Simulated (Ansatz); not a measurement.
# Energy of W along a strain of the cell

System: W (Fmmm, 1 atom in the cell).
Method: DFT PBEsol, scalar-relativistic, plane waves, PAW, no spin polarisation (Ansatz 0.2.0).

The 8 runs differ only in the geometry, by a strain of the cell at fixed fractional positions. Against run 5, the strain is εxx = −0.02 η, εxz = η and εzz = −0.02 η. The structure derives from an entry of the Crystallography Open Database.

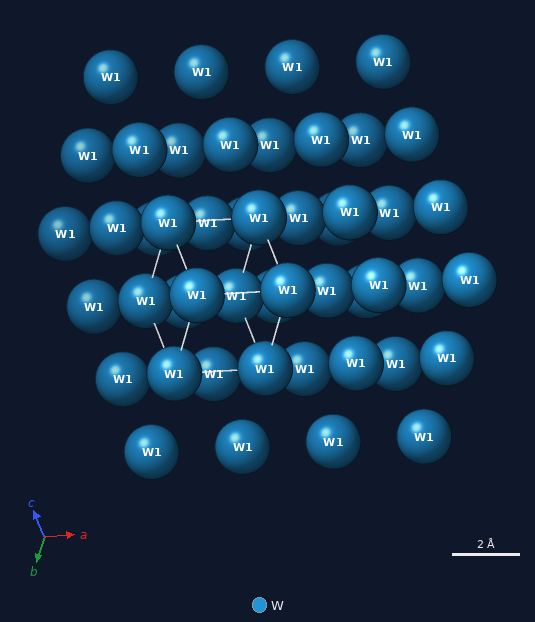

Figure 1. The structure of run 5 (spheres-only view of the cell of the calculation, repeated 3 × 2 × 3, seen at an oblique angle; atoms are numbered from 1 in the order of the input). An atom can appear more than once, as a periodic image.

### Input of run 5
```yaml
crystal:
  lattice:
    - [-1.567350625, 1.5973, 1.567350625]
    - [1.627249375, -1.5973, 1.627249375]
    - [1.567350625, 1.5973, -1.567350625]
  atoms:
    - { symbol: W, position: [0.0, 0.0, 0.0] }
basis:
  ecutwfc: 420
kpoints:
  mp_grid: { grid: [20, 20, 20] }
hamiltonian:
  xc: pbesol
scf:
  occupations: { method: gaussian, width: 0.15 }
output:
  forces: true
  stress: true
  eigenvalues: true
```

Command:
```bash
ansatz run input.yaml --threads 1 --pin off --max-ram 2560MiB --backend cpu --events-out ev --progress --plain --runs-dir out
```

Run 3 differs from it as follows:
```diff
-    - [-1.567350625, 1.5973, 1.567350625]
-    - [1.627249375, -1.5973, 1.627249375]
-    - [1.567350625, 1.5973, -1.567350625]
+    - [-1.587316875, 1.5973, 1.587316875]
+    - [1.607283125, -1.5973, 1.607283125]
+    - [1.587316875, 1.5973, -1.587316875]
```

### Results, with one run withheld

```tsv
run	strain parameter η (%)	free energy per atom, from the lowest run given (meV)	pressure (GPa)
1	−6.8774	62.56	−8.98
2	−4.3765	12.44	−10.83
3	−1.2504	?	?
4	−0.6252	0.00	−11.29
5	0.0000	5.20	−11.09
6	1.2504	21.74	−10.49
7	1.8757	33.17	−10.07
8	2.5009	46.76	−9.57
```

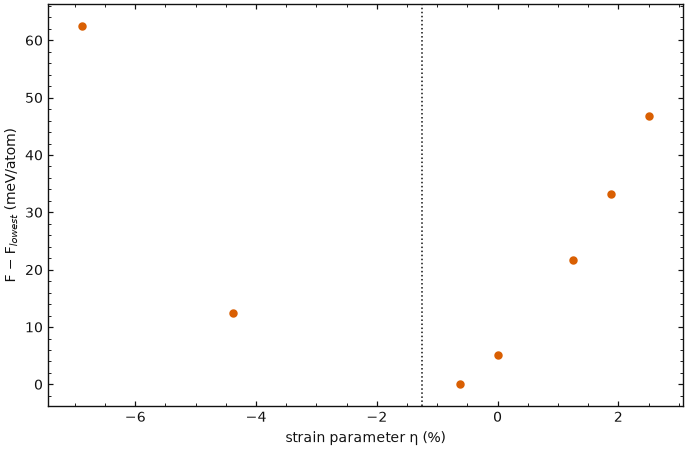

Figure 2. Free energy per atom of the runs given; the dotted line marks run 3.

What should run 3 give?

A cubic polynomial in the coordinate, fitted to the 7 runs given, misses them by at most 0.05 meV per atom. With x = η + 0.8932, it reads F = −1.6254 + 5.2329 x + 2.6585 x² − 0.0013598 x³ (meV per atom). At run 3 it gives −3.16 meV per atom, and the run itself gives −3.15. The fit has its minimum at η = −1.8766 %.

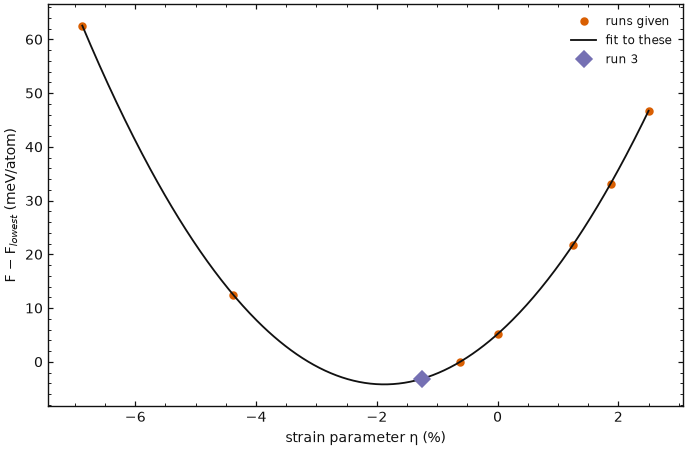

Figure 3. The fit and the withheld run.

### Output, shortened to warnings, some set-up lines, iterations and results (run 3)
```
Basis set: ecut = 420 eV, 321 PW (Γ), exchange–correlation on 40×40×40 points (8 copies of the dense FFT grid, shifted against one another)
Symmetry: 8 space group operations
k-points: 1166 of 8000
Initial density: superposition of atomic densities (neutral atoms: chi_scale 0, normalization atom), corrected by the library's trained network
[...]
SCF iter   1: F=—  HF=-10256.548386 eV  |F-HF|=—  |Δ(HF+E_count)|=         —  Δρ=2.03e-3  dr2=1.68e-4  ethr=1.77e-3  ⟨swp⟩=5.0  Hψ=67551  notcnv=0
SCF iter   2: F=—  HF=-10256.548146 eV  |F-HF|=—  |Δ(HF+E_count)|=   2.40e-4  Δρ=1.04e-3  dr2=4.48e-5  ethr=1.20e-6  ⟨swp⟩=2.1  Hψ=28242  notcnv=0
SCF iter   3: F=—  HF=-10256.548184 eV  |F-HF|=—  |Δ(HF+E_count)|=   3.77e-5  Δρ=2.49e-4  dr2=6.67e-6  ethr=3.20e-7  ⟨swp⟩=2.0  Hψ=18536  notcnv=0
SCF iter   4: F=—  HF=-10256.548182 eV  |F-HF|=—  |Δ(HF+E_count)|=   1.86e-6  Δρ=6.20e-5  dr2=4.77e-7  ethr=4.76e-8  ⟨swp⟩=2.7  Hψ=19166  notcnv=0
SCF iter   5: F=-10256.548182 eV  HF=-10256.548182 eV  |F-HF|=3.30e-9  |Δ(HF+E_count)|=   2.30e-7  Δρ=7.54e-6  dr2=4.72e-9  ethr=3.40e-9  ⟨swp⟩=2.1  Hψ=19146  notcnv=0
SCF iter   6: F=-10256.548182 eV  HF=-10256.548182 eV  |F-HF|=5.46e-11  |Δ(HF+E_count)|=   1.61e-9  Δρ=7.37e-7  dr2=6.39e-11  ethr=3.37e-11  ⟨swp⟩=2.1  Hψ=41302  notcnv=0
SCF 1 converged in 6 iterations: F = -10256.548182 eV  dr2 = 6.39e-11
SCF converged after 6 iterations
Free energy (F): -10256.548182 eV
Harris-Foulkes:  -10256.548182 eV  (|F-HF|=5.46e-11)
Internal energy: -10256.544449 eV  (E = F + TS)
E sigma→0 (E₀):  -10256.546315 eV
Entropy (-TS):   -0.003733 eV (-3.733 meV/atom)
Fermi energy:    21.781648 eV
--- Per-component energies (eV) ---
  E_band       = -93.204103
  E_kinetic    = 448.774827
  E_local      = -620.479536  (includes V_loc(G=0)·N_el)
  E_nonlocal   = 2.829861
  E_hartree    = 220.313229
  E_xc         = -264.733820
  E_vxc        = -237.998898  (∫ρ·V_xc dr)
  E_paw        = -8435.900205  (= ΣΔE_a)
  E_vpaw       = -126.956969  (= ΣTr[D̂ρ^β])
  E_aug_tail   = -0.000065  (compensation charges beyond the density's cutoff)
  E_ewald      = -1607.570533
  E_core_change = 0.221792  (= ΣΔE_core)
  E_smearing   = -0.003733  (= −TS)
  E_closure    = 0.000000  (closes the sum)
  Σ components = -10256.548182   (vs F -10256.548182, Δ=0.00e0)
--- Forces (eV/Å), atoms counted from 1 ---
  atom   1  W      0.00000000    -0.00000000     0.00000000
  max |Σ_I F_I| component: 1.23e-32 eV/Å
--- Stress (GPa, compression-positive) ---
      -11.426692       0.000000      -1.731378
        0.000000     -11.399022      -0.000000
       -1.731378      -0.000000     -11.426692
  P = ⅓ Tr σ = -11.4175 GPa (-114.175 kbar)
```

Notes: Spin–orbit coupling is left out, which matters for W.
